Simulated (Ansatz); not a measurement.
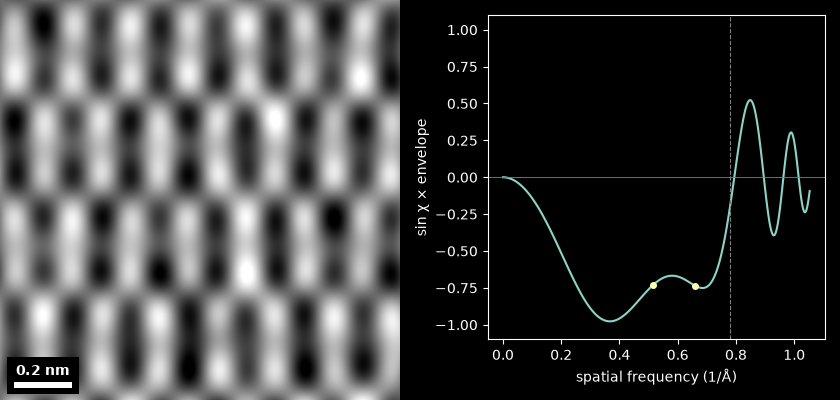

HRTEM-like image of Ni (P6/mmm, No. 191) along [101]. Simulated in the weak-phase-object approximation with neutral-atom potentials: 80 kV, Cs = 20 µm, defocus −110 Å (negative is underfocus), defocus spread 12 Å, aperture 0.78 1/Å. The speckle of an amorphous layer was added. Atomic positions: the geometry relaxed with DFT, r2SCAN, plane waves (500 eV) with PAW, scalar-relativistic (Ansatz); the starting structure was generated, so it need not be a known form of this composition.

The plot gives the contrast transfer function, the aperture (dashed) and the crystal's spatial frequencies that carry visible contrast (dots).

> Do the atom columns appear dark or bright, and why?

Dark. With positive Cs and underfocus sin χ is negative over the pass band, so the strongest columns (Ni) come out darker than the background.

> What point resolution do these settings give, and which lattice spacings pass?

About 1.3 Å (0.66 |Cs|^(1/4) λ^(3/4) with λ = 0.0418 Å). The spacings that carry visible contrast are {101} at 1.94 Å, {111} at 1.51 Å.
